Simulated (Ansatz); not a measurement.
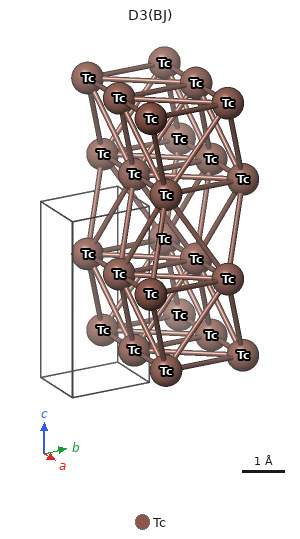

A crystal of Tc (set up in P6_3/mmc), relaxed (cell and atoms) with several dispersion corrections. The picture shows the result with D3(BJ). The picture is a ball-and-stick view of the cell of the calculation, repeated 3 × 2 × 2 with one cell outlined, seen slightly off an axis.

Computed with Ansatz 0.2.0: PBEsol, Ansatz PAW. Set-up: plane-wave cutoff 500 eV; k-point mesh 11 × 11 × 6; occupations fermi-dirac; smearing width 0.05 eV; no spin polarisation; cell and atoms relaxed; force threshold 0.01 eV/Å.

```
dispersion correction  volume (Å³/atom)  a (Å)  c (Å)
           D3(BJ)-ATM                 ?      ?      ?
               D3(BJ)            13.693  2.701  4.334
                   D4            13.842  2.711  4.350
                 none            14.001  2.721  4.367
```

Question: Estimate the missing row from the others, and compare with the calculation.

Answer: With D3(BJ)-ATM the volume falls between D3(BJ) (13.693) and D4 (13.842). The calculation gives 13.765 Å³/atom (a = 2.706 Å, c = 4.342 Å). In order of volume: D3(BJ) < D3(BJ)-ATM < D4 < none; the spread is 2.2 %.

Each member starts from this one structure; whether another phase lies lower wasn't checked.
